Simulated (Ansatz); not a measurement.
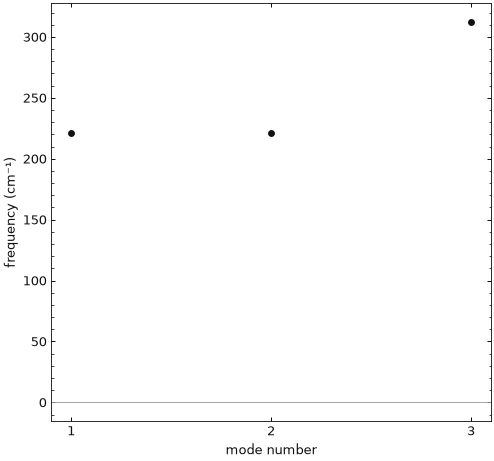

Computed with Ansatz 0.2.0: harmonic phonon frequencies at the zone centre with atoms at rest in the given cell, without the long-range term of polar modes, the three translations left out, imaginary frequencies are negative; plane waves with PAW datasets, Γ-centred k mesh. Level: PBEsol, collinear spin. The state reached is ferromagnetic.

| setting | value |
| --- | --- |
| wave cutoff | 420 eV |
| k mesh | 16×16×12 |
| occupations | Gaussian |
| smearing width | 0.2 eV |
| volume relative to the relaxed cell | 0.98 |
| phonon method | linear response |

Starting cell:
```xyz
2
Lattice="2.4495 0.0000 0.0000 0.0000 2.4495 0.0000 0.0000 0.0000 3.5153" Properties=species:S:1:pos:R:3 pbc="T T T"
Fe    0.0000    0.0000    0.0000
Ni    1.2247    1.2247    1.7576
```

Figure. Zone-centre optical phonon frequencies (the three acoustic modes are left out) for FeNi, space group P4/mmm (No. 123).

No frequency is imaginary, so the structure is stable to these displacements (zone-boundary modes weren't tested here). The highest mode lies at 312.0 cm⁻¹. The optical modes lie at 220.9 (×2), 312.0 cm⁻¹.

Keep in mind: metal sensitive to the k mesh.
